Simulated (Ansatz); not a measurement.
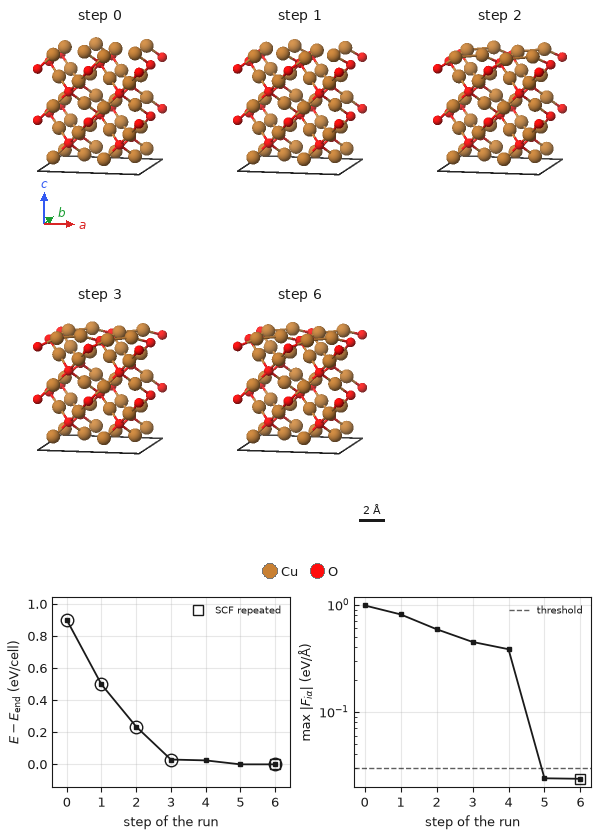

Frames of a constrained relaxation of a slab of composition Cu5O2 (cut from the Pn-3m phase), marked on the history of the run. The picture is a ball-and-stick view of the 2 × 2 repeat of the cell, outlined in the plane, without the vacuum, seen slightly off an axis.

Case: clean slab, lower half held. The slab is the (1 0 0) face of Cu2O. 6 atoms are held fixed.

The calculation used Ansatz, DFT PBEsol, scalar-relativistic, plane waves, PAW. (plane-wave cutoff 420 eV; k-point mesh 7 × 7 × 1; occupations gaussian; smearing width 0.05 eV; no spin polarisation; dipole correction; atoms relaxed in a fixed cell; force threshold 0.03 eV/Å; at most 70 steps)

Question: Describe the path.

Answer: Over 5 accepted moves (6 points after the start) the energy falls by 0.901 eV per cell of the calculation. Largest force component: 0.98 eV/Å at the start, 0.024 eV/Å at the end. 1 step only repeated the SCF at the same geometry. The largest moves, 0.55 Å, are those of Cu atoms. By element the largest moves are Cu 0.55 Å, O 0.12 Å. The lattice vectors keep their values. Among the contacts that change: Cu–Cu 2.986 → 2.342 Å, Cu–Cu 2.986 → 2.488 Å, Cu–O 1.828 → 1.888 Å, Cu–O 1.828 → 1.853 Å. Bond angles that change, for instance: Cu–O–Cu 109.5° → 149.8°, Cu–O–Cu 109.5° → 99.0°, Cu–O–Cu 109.5° → 106.3°. From step 0 to 1: Cu atoms move most (0.19 Å), energy −0.403 eV per cell of the calculation. From step 1 to 2: Cu atoms move most (0.14 Å), energy −0.263 eV per cell of the calculation. From step 2 to 3: Cu atoms move most (0.19 Å), energy −0.205 eV per cell of the calculation. From step 3 to 6: Cu atoms move most (0.06 Å), energy −30.0 meV per cell of the calculation.

```tsv
step	E − E(0), meV/atom	largest force component, eV/Å	note
0	0.00	0.9847	
1	-28.77	0.8121	
2	-47.59	0.5904	
3	-62.24	0.4491	
4	-62.62	0.3840	
5	-64.39	0.0239	
6	-64.39	0.0237	same geometry, SCF repeated
```
